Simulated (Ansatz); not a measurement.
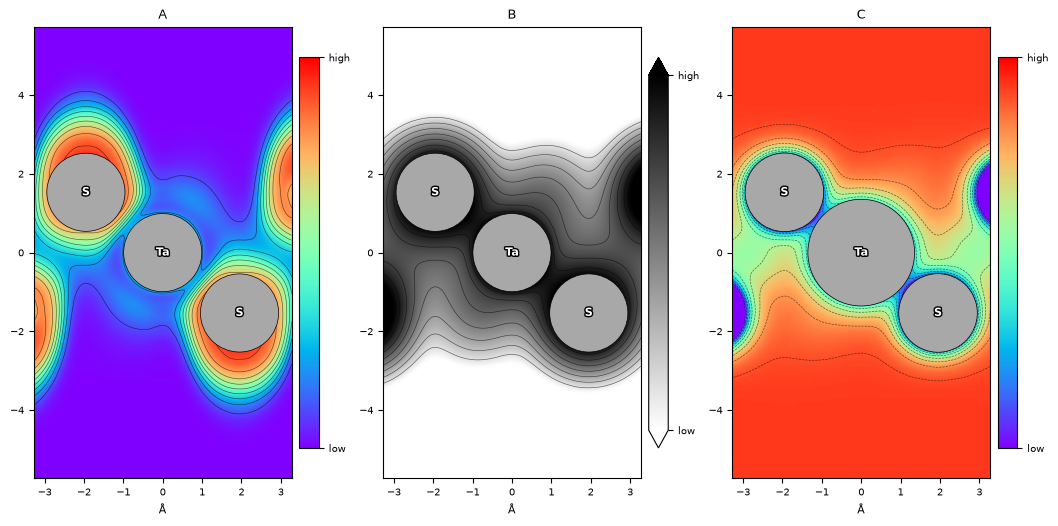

TaS₂: 3 fields on the (110) plane of the calculation cell, a cut from vacuum to vacuum, with unlabelled colour scales. Grey discs cover the atomic cores.

A structure generated by program, which may or may not match a known phase; computed without spin polarisation.

These are results of DFT PBE, scalar-relativistic, plane waves, PAW in Ansatz 0.2.0, not measurements.

```
Ta S
1.0
     3.37897    0.00000    0.00000
    -1.68949    2.92628    0.00000
     0.00000    0.00000   29.89667
Ta S
1 2
Direct
  0.00000 0.00000 0.30104
  0.33333 0.66667 0.24978
  0.66667 0.33333 0.35230
```

Question: Match the panels to the quantities (electron localisation function, electrostatic potential energy of an electron and valence pseudo-density).

Answer: Panel A: electron localisation function. Panel B: valence pseudo-density. Panel C: electrostatic potential energy of an electron (low next to the atoms, rising into the space between them). From the grid: Ta–S (2.48 Å): ρ at the midpoint is about 0.52 e/Å³; the ELF peaks at about 0.85 in the valence shell of S, 0.8 Å from its nucleus, and is about 0.40 at the midpoint.
